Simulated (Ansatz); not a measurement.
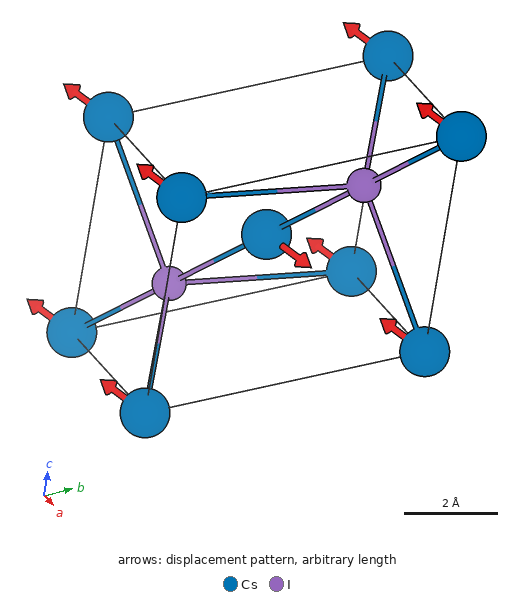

The lowest mode of solid CsI, space group Pm-3m (No. 221), at the zone centre of a doubled cell. Displacements are drawn as red arrows; their common scale and sign are arbitrary. Style: ball-and-stick. Shown: the cell of the calculation, slightly off an axis.

Theory: DFT PBE, scalar-relativistic, plane waves, PAW (Ansatz 0.2.0).

The input:
```yaml
crystal:
  lattice:
    - [-4.6660147546, 0.0, -4.6660147546]
    - [0.0, -4.6660147546, -4.6660147546]
    - [-4.6660147546, -4.6660147546, 0.0]
  atoms:
    - { symbol: Cs, position: [0.5, 0.5, 0.5] }
    - { symbol: Cs, position: [0.0, 0.0, 0.0] }
    - { symbol: I, position: [0.25, 0.25, 0.25] }
    - { symbol: I, position: [0.75, 0.75, 0.75] }
basis:
  ecutwfc: 420
kpoints:
  mp_grid: { grid: [4, 4, 4] }
hamiltonian:
  xc: pbe
scf:
  occupations: { method: gaussian, width: 0.05 }
output:
  eigenvalues: true
phonons:
  method: fd
  supercell: [1, 1, 1]
  amplitude: 0.02
  eigenvectors: true
  dielectric: false
```

Run as
```bash
ansatz run input.yaml --threads 2 --pin off --max-ram 5120MiB --backend cpu --events-out ev --progress --plain --runs-dir out
```

Frequencies are those without the non-analytic (LO–TO) term.

### Is this crystal at a minimum with respect to the drawn distortion?

Yes: this softest mode has a real frequency, and so have all others here. That speaks for this wave vector alone: the rest of the zone wasn't checked in this run. This is a triply degenerate mode (one member of the set is drawn) at 46 cm⁻¹, the lowest level (the three translations aside). The I atoms stay at rest; all motion is along [1 1 −1] of the drawn cell; atoms of one kind move against one another, with no net shift of their sublattice. It changes sign from one half of the doubled cell to the other: it belongs to the zone boundary, q = (1/2, 1/2, 1/2) in the reciprocal vectors of the undoubled cell.
